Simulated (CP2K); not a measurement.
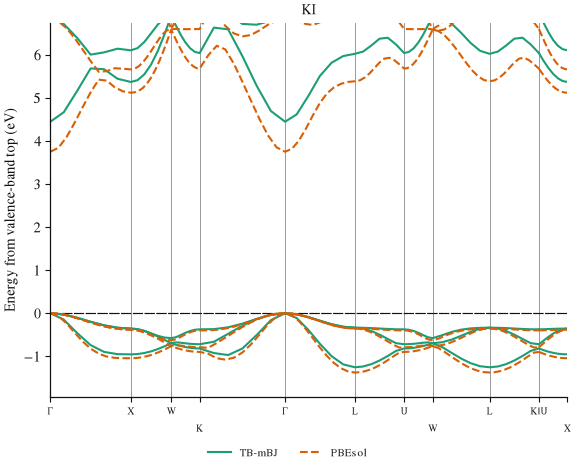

Band structures of rocksalt KI, space group Fm-3m (No. 225), 2 atoms in the primitive cell (cubic a = 7.066 Å), by two methods on the same cell. Each is counted from its own valence-band top.

How do the methods compare?

TB-mBJ gives a gap of 4.45 eV along the path and PBEsol gives a gap of 3.75 eV along the path.

Settings. TB-mBJ: POTENTIAL_UZH I GTH-PBE-q7, K GTH-PBE-q9; TZVP-MOLOPT-PBE-GTH basis, no spin polarisation, no spin-orbit coupling, 7×7×7 k mesh, Fermi-Dirac smearing of 0.1 eV (CP2K 2026.2). PBEsol: POTENTIAL_UZH I GTH-PBE-q7, K GTH-PBE-q9; TZVP-MOLOPT-PBE-GTH basis, no spin polarisation, no spin-orbit coupling, 7×7×7 k mesh, Fermi-Dirac smearing of 0.1 eV (CP2K 2026.2).

The potentials were made for another functional. The basis of atomic orbitals isn't converged, which shifts gaps and empty levels. Spin-orbit coupling is left out, which matters for I. LDA, GGA and most meta-GGA functionals understate gaps. TB-mBJ: this is a model potential without an energy functional, so only levels have meaning.
